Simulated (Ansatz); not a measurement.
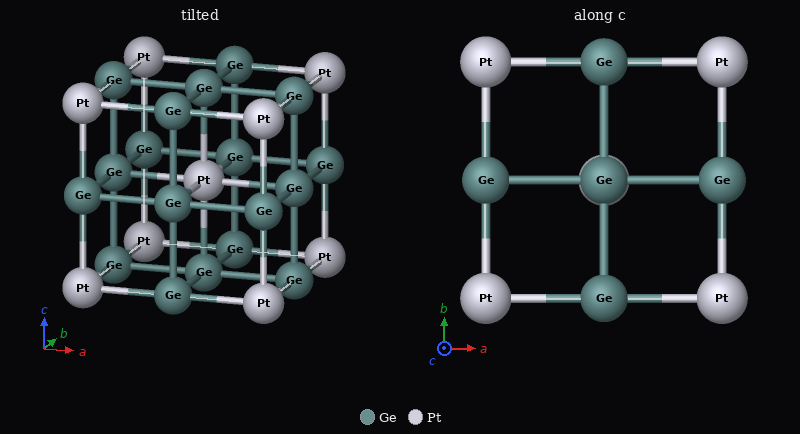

Drawn in the ball-and-stick manner and seen slightly off an axis and along the c axis. The lines enclose the conventional unit cell; boundary atoms appear with their images. Cell: a = 5.29 Å, b = 5.29 Å, c = 5.29 Å, α = 90.00°, β = 90.00°, γ = 90.00°.

It goes back to a random cell made by a generator, so it need not be a real form of the compound. Earlier steps of the study may have refined or changed the cell and positions. It went into a calculation with Ansatz.

Describe the arrangement of the atoms.

It has the composition Ge3Pt. It is body-centred cubic, space group Im-3m (No. 229). With Z = 2, the cell contains 6 Ge, 2 Pt. Around each Ge lie four Ge and two Pt in an octahedral arrangement (about 2.6 Å to Ge, 2.6 Å to Pt). Each Pt atom is coordinated by six Ge in an octahedral arrangement at about 2.6 Å. The bonds build a three-dimensional framework.

Results below were computed with Ansatz 0.2.0, DFT PBE, scalar-relativistic, plane waves, PAW; the settings were a basis cut at 420 eV, Brillouin-zone sampling on an 8×8×8 mesh, Gaussian smearing of 0.1 eV, no spin polarisation.

What is the electronic character?

A metal: bands cross the Fermi level.

Predict the Bader charges.

Ge +0.22 e; Pt -0.65 e.

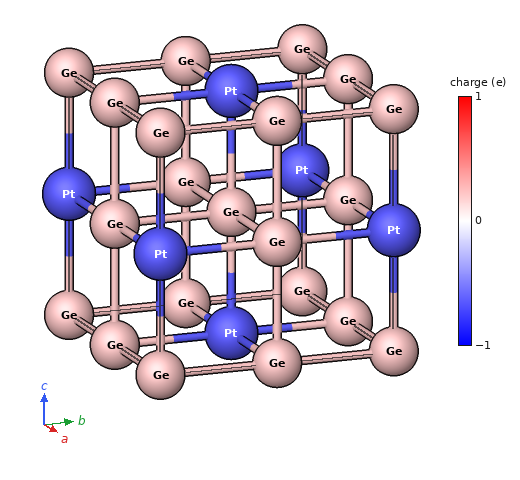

The atoms coloured by those charges. The run's cell of 8 atoms is drawn, so axes and origin can differ from the first picture.

Is this an equilibrium geometry for the method given?

Yes. All forces vanish to within 0.01 eV/Å. The pressure is 0.0 GPa, close to zero.
